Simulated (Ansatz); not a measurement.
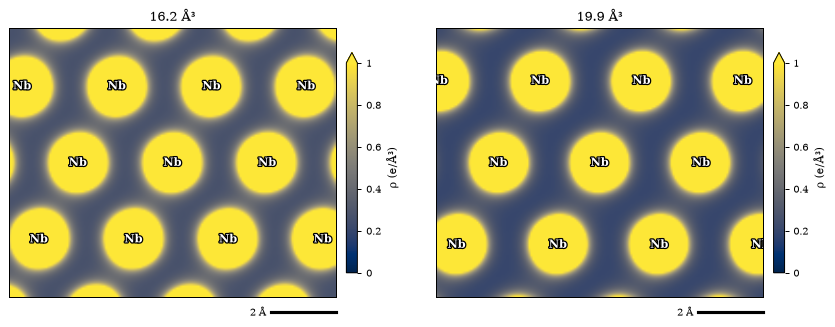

Nb. The valence electron density of cells scaled evenly to different volumes (given per atom above each panel), on the (001) plane of each (indices in the axes of the cell below), at one length scale and on one colour scale.

A generated structure, not necessarily the stable one; the program warned that a starting moment wasn't kept; spin-polarised, but the moments vanished.

Theory: DFT, PBE, plane waves (420 eV) with PAW, scalar-relativistic (Ansatz).

The largest cell:

```cif
data_structure
_symmetry_space_group_name_H-M 'P 1'
_symmetry_Int_Tables_number 1
_cell_length_a 3.1178
_cell_length_b 3.1178
_cell_length_c 5.2657
_cell_angle_alpha 97.003
_cell_angle_beta 97.003
_cell_angle_gamma 126.006
_cell_volume 39.89
loop_
_atom_site_label
_atom_site_type_symbol
_atom_site_fract_x
_atom_site_fract_y
_atom_site_fract_z
_atom_site_occupancy
Nb1 Nb 0.00039 0.99961 0.00000 1
Nb2 Nb 0.74961 0.25039 0.50000 1
```

| volume (Å³/atom) | Nb–Nb contact in the plane (Å) | ρ at its midpoint (e/Å³) | pressure (GPa) | 
| --- | --- | --- | --- |
| 16.25 | 2.644 | 0.421 | 27.0 | 
| 17.73 | 2.722 | ? | ? | 
| 19.94 | 2.831 | 0.320 | −11.0 | 

Question: What values belong in the row with question marks?

Answer: Over the known rows ln ρ falls by 1.47 per Å of Nb–Nb distance (the line through the two), which gives 0.375 e/Å³ at 2.722 Å; the calculation gives 0.374 e/Å³. For the pressure, a straight line in volume between the neighbouring rows gives 11.8 GPa; the calculation gives 7.4, lower because pressure rises ever faster on compression.
